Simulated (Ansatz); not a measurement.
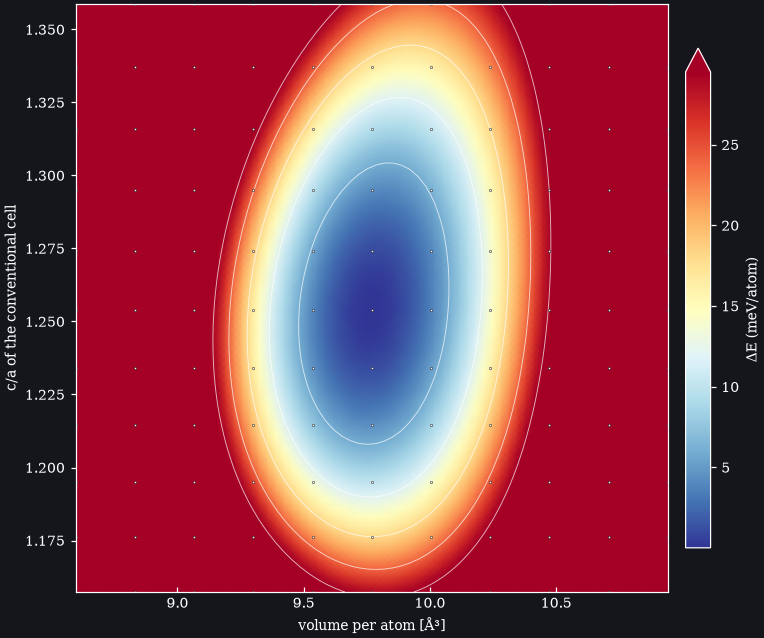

AlN (P6_3/mmc, No. 194; 4 atoms in the cell). 
- The energy is mapped over volume and the cell's shape.
- Coordinates scanned: (1) volume per atom; (2) c/a of the conventional cell.
- Nothing is relaxed (symmetry fixes all fractional coordinates).
- The grid has 11 × 11 points.
- Points are written as (first, second).
- Energies are in meV/atom, from the lowest grid point.
- These are results of DFT PBEsol, scalar-relativistic, plane waves, PAW (Ansatz 0.2.0), not measurements. Settings: cutoff 520 eV, k-mesh 9×9×6 in the order of the run's cell vectors, gaussian smearing 0.05 eV, no spin polarisation.

In the figure: a smooth colour map with a few white contour lines, dots at the grid points, one colour for all values above the top of the scale. Between grid points the surface is interpolated.

Question: Estimate the position of the minimum and the force constants in these coordinates.

Answer: The interpolated minimum is at volume per atom ≈ 9.770 Å³, c/a of the conventional cell ≈ 1.254. The curvatures there are about 0.55 eV/(Å³)² and 21 eV, with a cross term of about −0.47 eV/Å³ (per cell of 4 atoms). Round the minimum the two coordinates are weakly coupled (coupling −0.14 in units of the two stiffnesses).

PAW datasets: the set soft_1.
